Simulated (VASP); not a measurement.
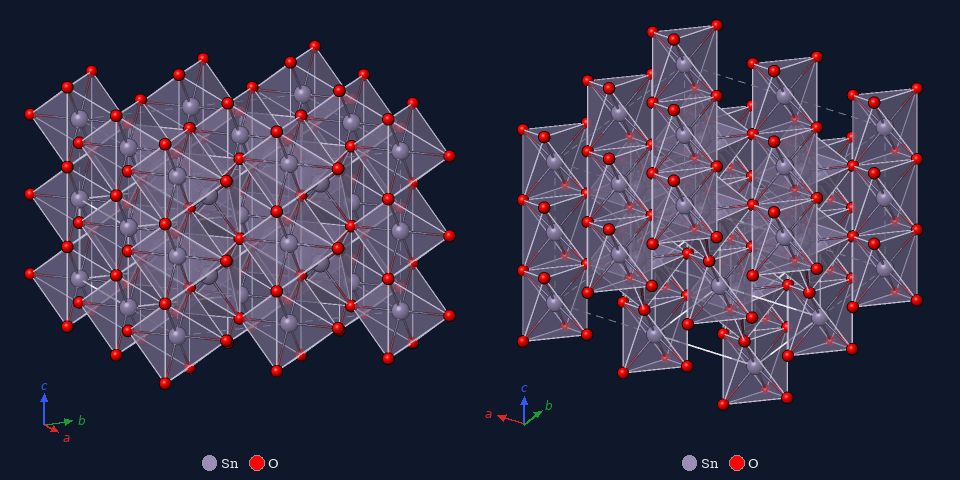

Polyhedra are drawn about Sn (bonds: O–Sn below 2.4 Å); other atoms are plain spheres. Two views of the same piece.

SnO2 (space group P4_2/mnm, No. 136): the end point of a relaxation with VASP Kohn-Sham DFT of a periodic cell, BLYP with D4, VASP PAW PBE potentials, recommended in VASP 6.6.1.

What figure surrounds each Sn atom, and what does it share with the other drawn polyhedra?

Sn: SnO6 octahedron, sharing corners with eight neighbours and edges with two neighbours.

How do these polyhedra hang together as a whole?

They form a three-dimensional framework of corner- and edge-sharing octahedra.
